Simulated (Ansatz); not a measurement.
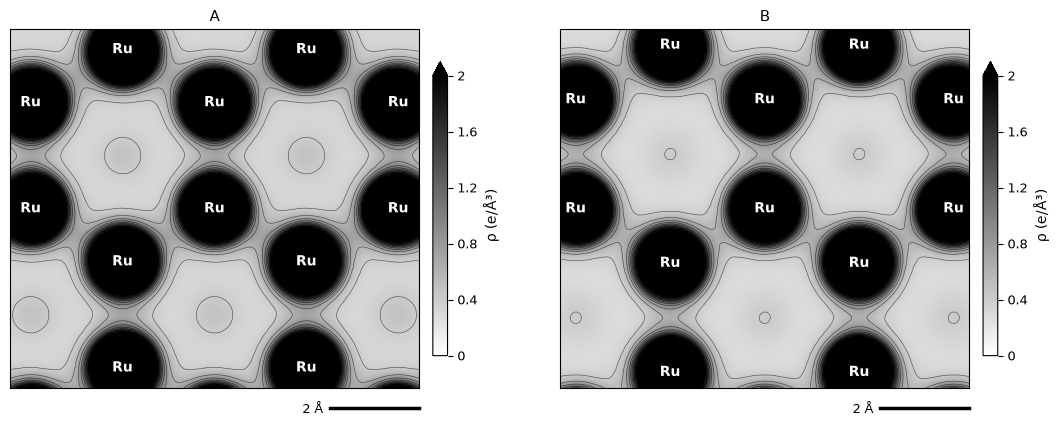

Ru. The valence charge density (pseudo) of two cells that differ in size, on the (001) plane of each (indices in the axes of the calculation cell), at one length scale and on one colour scale; one has 12.7 and the other 13.8 Å³ an atom.

All numbers below come from DFT, r2SCAN, plane waves (500 eV) with PAW, scalar-relativistic in Ansatz.

The density is the valence pseudo-density of a PAW calculation; it isn't the true density close to the nuclei.

The larger cell:

```
Ru
1.0
     4.23922    0.00000    0.00000
    -2.11961    3.67127    0.00000
     0.00000    0.00000    2.66387
Ru
3
Direct
  0.00000 0.00000 0.00000
  0.33333 0.66667 0.50000
  0.66667 0.33333 0.50000
```

The smaller cell: a = 4.123 Å, b = 4.123 Å, c = 2.591 Å, α = 90.00°, β = 90.00°, γ = 120.00°.

> Which panel shows the smaller cell, and what does the compression change?

Panel A is the smaller cell, by 8 % in volume. From the larger cell to the smaller, Ru–Ru goes from 2.45 to 2.38 Å, and the density at its midpoint from 0.63 to 0.71 e/Å³; the pressure goes from 0.0 to 32 GPa.
